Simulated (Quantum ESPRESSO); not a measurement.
**NaCl (Fm-3m): from Born charge to LO-TO splitting**

How high does the longitudinal optical mode of NaCl (Fm-3m) lie, given the transverse one, the Born charge and ε∞?

Main program and level: Quantum ESPRESSO 7.5; DFT LDA, scalar-relativistic, plane waves, PseudoDojo norm-conserving pseudopotentials.

The database entry behind the starting cell differs from later determinations by our own check (an axis about 0.4 % short against later determinations), so it need not match the best structure at ambient conditions.

## Step 1: Set-up

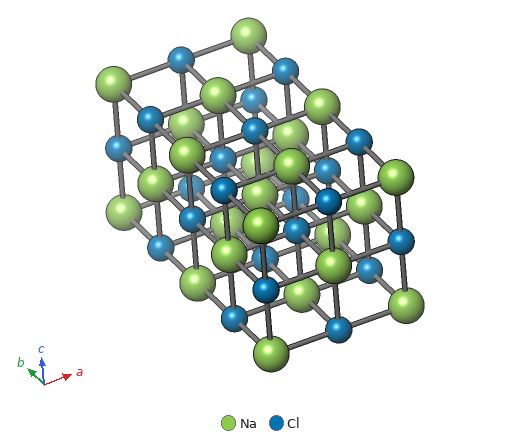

The cell as given, from a free direction (sodium green, chlorine blue). 1×2×1 cells are drawn. This picture shows the conventional cell, with its axes. Some periodic images of atoms are drawn too.

Coordinates:

```
Na Cl
1.0
    -2.73295    0.00000    2.73295
     0.00000    2.73295    2.73295
    -2.73295    2.73295    0.00000
Na Cl
1 1
Direct
  0.00000 0.00000 0.00000
  0.50000 0.50000 0.50000
```

This is the cell after its relaxation at this level of theory, not the database cell from which that began.

## Step 2: What the response run gave

A linear-response run on the relaxed cell, with the response to an electric field; only its zone-centre results are used. Cutoff 97 Ry, k mesh 8×8×8.

Output:

```text
[banners, grids, parts of the stress and lines that vanish by symmetry left out]
Program PHONON v.7.5
     Reading xml data from directory:

[...]
Exchange-correlation= PW
                           (   1   4   0   0   0   0   0)
[...]
kinetic-energy cut-off    =      97.0000  Ry
     charge density cut-off    =     388.0000  Ry
     convergence threshold     =      1.0E-18
[...]
Exchange-correlation= PW
                           (   1   4   0   0   0   0   0)
[...]
q = (   0.0000000   0.0000000   0.0000000 )
     49 Sym.Ops. (with q -> -q+G )
     G cutoff = 1048.5615  (  35629 G-vectors)     FFT grid: ( 45, 45, 45)
     number of k points=    29
[...]
Mode symmetry, O_h (m-3m)  point group:
[...]
Dielectric constant
[...]
End of electric fields calculation
          Dielectric constant in cartesian axis
          (       2.677455638       0.000000000       0.000000000 )
          (       0.000000000       2.677455638      -0.000000000 )
          (       0.000000000      -0.000000000       2.677455638 )
          Effective charges (d Force / dE) in cartesian axis without acoustic sum rule applied (asr)
           atom    1  Na    Mean Z*:        1.07338
      Ex  (        1.07338       -0.00000       -0.00000 )
      Ey  (       -0.00000        1.07338       -0.00000 )
      Ez  (       -0.00000       -0.00000        1.07338 )
           atom    2  Cl    Mean Z*:       -1.07382
      Ex  (       -1.07382       -0.00000        0.00000 )
      Ey  (       -0.00000       -1.07382       -0.00000 )
      Ez  (        0.00000       -0.00000       -1.07382 )
          Effective charges Sum: Mean:       -0.00045
[...]
Effective charges (d Force / dE) in cartesian axis with asr applied:
           atom    1  Na    Mean Z*:        1.07360
[...]
atom    2  Cl    Mean Z*:       -1.07360
[...]
Representation #   1 modes #   1   2   3
[...]
End of self-consistent calculation
     Convergence has been achieved
     Representation #   2 modes #   4   5   6
[...]
End of self-consistent calculation
     Convergence has been achieved
[...]
Dielectric constant in cartesian axis
          (       2.677455638       0.000000000       0.000000000 )
          (       0.000000000       2.677455638      -0.000000000 )
          (       0.000000000      -0.000000000       2.677455638 )
          Effective charges (d Force / dE) in cartesian axis without acoustic sum rule applied (asr)
           atom    1  Na    Mean Z*:        1.07338
      Ex  (        1.07338       -0.00000       -0.00000 )
      Ey  (       -0.00000        1.07338       -0.00000 )
      Ez  (       -0.00000       -0.00000        1.07338 )
           atom    2  Cl    Mean Z*:       -1.07382
      Ex  (       -1.07382       -0.00000        0.00000 )
      Ey  (       -0.00000       -1.07382       -0.00000 )
      Ez  (        0.00000       -0.00000       -1.07382 )
          Effective charges Sum: Mean:       -0.00045
[...]
Effective charges (d Force / dE) in cartesian axis with asr applied:
           atom    1  Na    Mean Z*:        1.07360
[...]
atom    2  Cl    Mean Z*:       -1.07360
[...]
q = (    0.000000000   0.000000000   0.000000000 )
[...]
freq (    1) =       0.112350 [THz] =       3.747579 [cm-1]
     freq (    2) =       0.112350 [THz] =       3.747579 [cm-1]
     freq (    3) =       0.112350 [THz] =       3.747579 [cm-1]
     freq (    4) =       5.652087 [THz] =     188.533322 [cm-1]
     freq (    5) =       5.652087 [THz] =     188.533322 [cm-1]
     freq (    6) =       5.652087 [THz] =     188.533322 [cm-1]
[...]
Mode symmetry, O_h (m-3m)  point group:
     freq (   1-   3) =          3.7  [cm-1]   --> T_1u G_15  G_4- I
     freq (   4-   6) =        188.5  [cm-1]   --> T_1u G_15  G_4- I

   JOB DONE.
```

```tsv
quantity	value
cell volume Ω (Å³)	40.825
mass of Na (u)	22.990
mass of Cl (u)	35.450
Born charge of Na, raw (e)	1.073
Born charge of Cl, raw (e)	-1.074
ε∞	2.678
ω(TO) after the sum rule (cm⁻¹)	188.5
```

## Step 3: The calculation

The charges must sum to zero over the cell; taking off their mean, 0.000 e, leaves Z* = 1.074 e on Na. In the polar mode Na moves against Cl, so the reduced mass is μ = 22.99 × 35.45 / 58.44 = 13.946 u.

A longitudinal wave builds up a field that adds to the restoring force: ω(LO)² = ω(TO)² + 4π Z*² / (μ Ω ε∞), in Hartree atomic units. With μ = 25422 electron masses and Ω = 275.50 bohr³ the second term is 7.7240e-07 Ha², or 37206 cm⁻² (1 Ha = 219474.6 cm⁻¹).

So ω(LO) = √(35521 + 37206) = 269.7 cm⁻¹, and by the Lyddane-Sachs-Teller relation ε₀ = ε∞ (ω(LO)/ω(TO))² = 5.48.

## Step 4: Check against the program

The analysis program adds the same non-analytic term to the full matrix, here for q along (1 0 0).

Output:

```text
[banner, memory and clock lines left out]
Program DYNMAT v.7.5

     Reading Dynamical Matrix from file g.dyn
     ...Force constants read
     ...epsilon and Z* read

     Polarizability (A^3 units)
     multiply by 0.641374 for Clausius-Mossotti correction
         5.449636    0.000000    0.000000
         0.000000    5.449636   -0.000000
         0.000000   -0.000000    5.449636

     IR activities are in (D/A)^2/amu units

# mode   [cm-1]    [THz]      IR
    1     -0.00   -0.0000    0.0000
    2     -0.00   -0.0000    0.0000
    3     -0.00   -0.0000    0.0000
    4    188.47    5.6503    1.9068
    5    188.47    5.6503    1.9068
    6    269.68    8.0849    1.9068
```

ε₀ comes from the program's run without a direction of q.

```tsv
quantity	by hand	program
ω(LO) (cm⁻¹)	269.7	269.7
ε₀	5.48	5.48
```

## Step 5: Outcome

```json
{"TO mode": "188.5 cm⁻¹", "LO mode": "269.7 cm⁻¹", "static dielectric constant": "5.482"}
```

In words: The LO mode of NaCl (Fm-3m) lies at 270 cm⁻¹, 81 cm⁻¹ above the TO mode; the formula meets the program within 0.1 cm⁻¹, as it must for a cubic crystal with one polar mode. ω(LO)² − ω(TO)² goes with Z*²/ε∞: an error of 5 % in ε∞ would move the LO mode by 3.3 cm⁻¹, and semilocal functionals tend to overestimate ε∞. These are harmonic values at zero temperature, at the volume of this functional, for the structure held cubic; stability elsewhere in the zone is no part of this calculation.

[Host names and launcher messages were left out of these logs when they were recorded.]

[Logs are printed without paths, hosts, clocks, repeated set-up lines and the standing remarks that a program may print on its own settings, such as how far it seeks lower states.]

[Hosts, paths, dates, database ids (printed as entryN), source tags and the programs' standing remarks are cut or masked in the printed files.]
